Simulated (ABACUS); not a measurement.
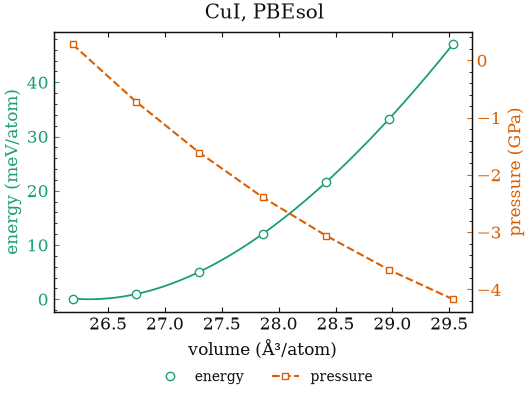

The picture above shows the energy and pressure against volume for CuI, space group F-43m (No. 216).

Cell as given: a = 4.287 Å, b = 4.287 Å, c = 4.287 Å, α = 60.00°, β = 60.00°, γ = 60.00°; 2 atoms.

Computed with ABACUS 3.10.1: DFT in plane waves or numerical atomic orbitals with pseudopotentials, no spin polarisation; energies at scaled volumes of the given cell, shape and fractions fixed, counted from the fit's minimum, third-order Birch-Murnaghan fit. Level: PBEsol.

| setting | value |
| --- | --- |
| k mesh | 8×8×8 |
| occupations | Fermi–Dirac |
| smearing width | 0.05 eV |
| potentials | PseudoDojo NC SR 0.4.1 PBEsol standard |
| wave cutoff | 1252 eV |
| density cutoff | 5007 eV |
| program settings | basis pw |

How stiff is the solid, and where is its volume at rest?

A third-order Birch–Murnaghan fit gives V0 = 26.34 Å³/atom, B0 = 49.2 GPa and B′ = 5.2.

Read off the course of the pressure.

It falls from 0.28 GPa at volume 26.19 Å³/atom to −4.17 GPa at 29.53 Å³/atom, and changes sign near 26.34 Å³/atom.
